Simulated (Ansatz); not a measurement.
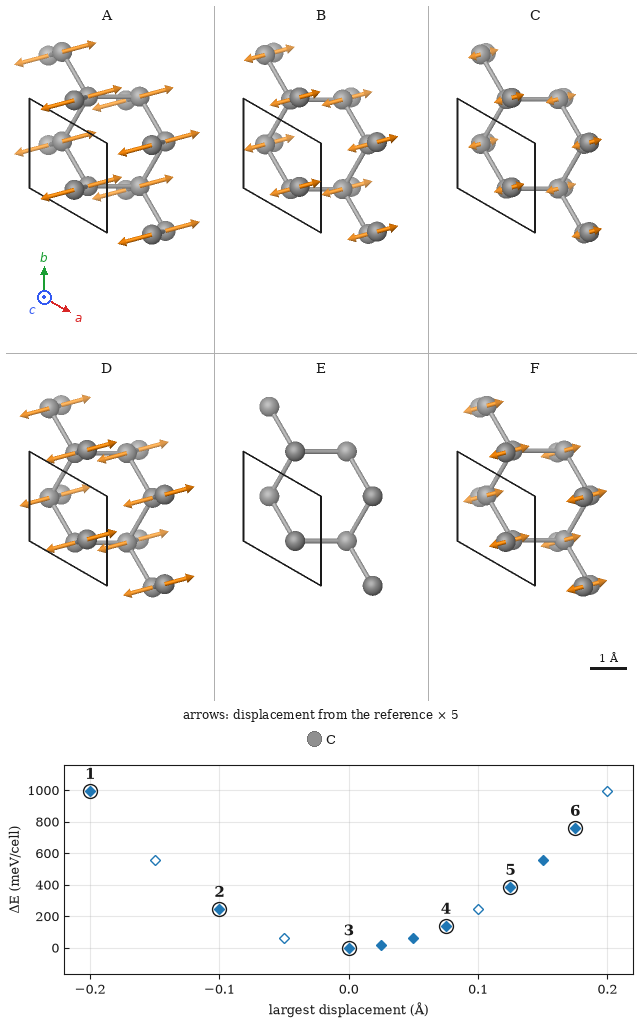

Solid C (P6_3/mmc): a normal mode at the zone centre (one arbitrary combination within a set of 2 degenerate modes) is frozen in with the cell fixed, the amplitude being the largest displacement of an atom. The frames are shuffled; the numbered points of the plot belong to them. Hollow markers are points alike by symmetry, not computed again. The picture is a ball-and-stick view of the cell of the calculation, repeated 2 × 2 × 1 with one cell outlined, seen along the c axis. Orange arrows: displacements from the reference.

Computed with DFT PBE, scalar-relativistic, plane waves, PAW in Ansatz 0.2.0. Set-up: plane-wave cutoff 420 eV; k-point mesh 12 × 12 × 6; occupations gaussian; smearing width 0.05 eV; no spin polarisation. Energies (free energies at the smearing named) are counted from the cell as listed in its source, which wasn't relaxed.

> Which frame belongs to which numbered point?

Point 1 is frame A (the amplitude −0.20 Å, 993 meV/cell); 2 is frame F (the amplitude −0.10 Å, 245 meV/cell); 3 is frame E (the amplitude 0.00 Å, 0 meV/cell); 4 is frame C (the amplitude 0.075 Å, 137 meV/cell); 5 is frame B (the amplitude 0.125 Å, 384 meV/cell); 6 is frame D (the amplitude 0.175 Å, 758 meV/cell). The harmonic wavenumber of the mode is 524 cm⁻¹, a stable vibration. Of the computed points the lowest is at the amplitude 0.00 Å, 0 meV/cell. The well is symmetric.
